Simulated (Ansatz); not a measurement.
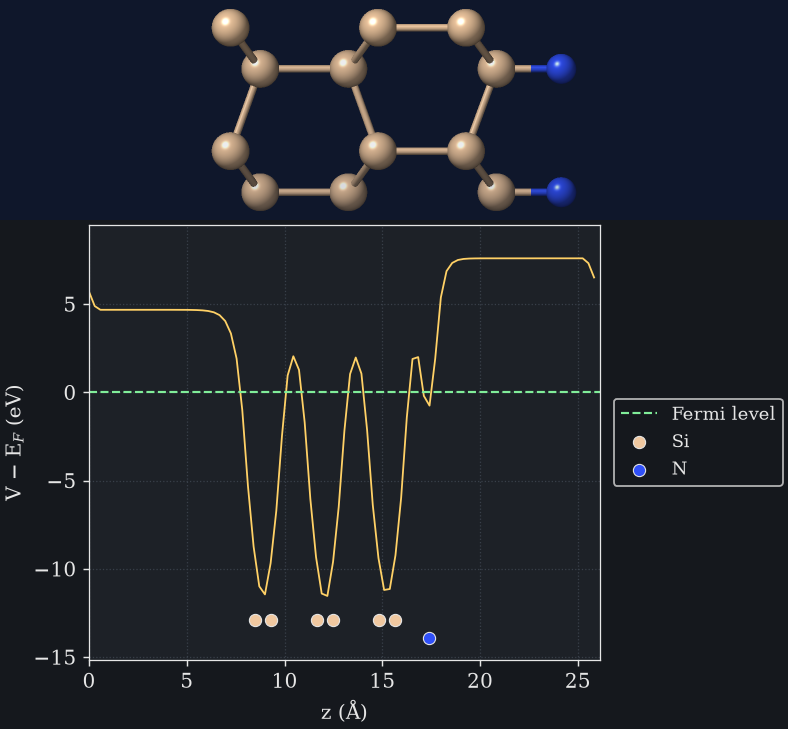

Plane-averaged electrostatic potential energy of an electron across the slab; circles at the bottom mark the heights of the atoms (positions after relaxation). The structure is drawn too.

This input was run:

```
crystal:
  lattice:
    - [3.8248883485, 0.0, 0.0]
    - [-1.9124441742, 3.3124504764, 0.0]
    - [0.0, 0.0, 26.121131736]
  atoms:
    - { symbol: Si, position: [0.6666666667, 0.3333333333, 0.3254070339] }
    - { symbol: Si, position: [0.3333333333, 0.6666666667, 0.355912253] }
    - { symbol: Si, position: [0.3333333333, 0.6666666667, 0.44646421] }
    - { symbol: Si, position: [0.6666666667, 0.3333333333, 0.4756407796] }
    - { symbol: Si, position: [0.6666666667, 0.3333333333, 0.5672640784] }
    - { symbol: Si, position: [0.3333333333, 0.6666666667, 0.5929366659] }
    - { symbol: "N", position: [0.3333333333, 0.6666666667, 0.6626120543], spin: 3.0 }
basis:
  ecutwfc: 420
kpoints:
  mp_grid: { grid: [9, 9, 1] }
hamiltonian:
  xc: pbesol
scf:
  occupations: { method: gaussian, width: 0.05 }
output:
  forces: true
  eigenvalues: true
  populations: true
  write_density: true
  write_potential: true
  elf: true
  volumetric_format: npy
magnetization:
  spin_polarized: true
relax:
  adjacent_minimum: "off"
  f_tol: 0.03
  max_steps: 70
  constraints: [{ sites: [0, 1, 2] }]
efield:
  axis: 3
  dipole_correction: true
  ramp_width: 0.04
```

Command:
```bash
ansatz run input.yaml --threads 2 --pin off --max-ram 5120MiB --backend cpu --events-out ev --progress --plain --runs-dir out
```

Read off the work function of each face.

The work function is 7.60 eV at the right face and 4.68 eV at the left.

How thick are slab and vacuum?

The outermost atoms are 8.9 Å apart, which leaves 17.2 Å of vacuum in a cell 26.1 Å high.
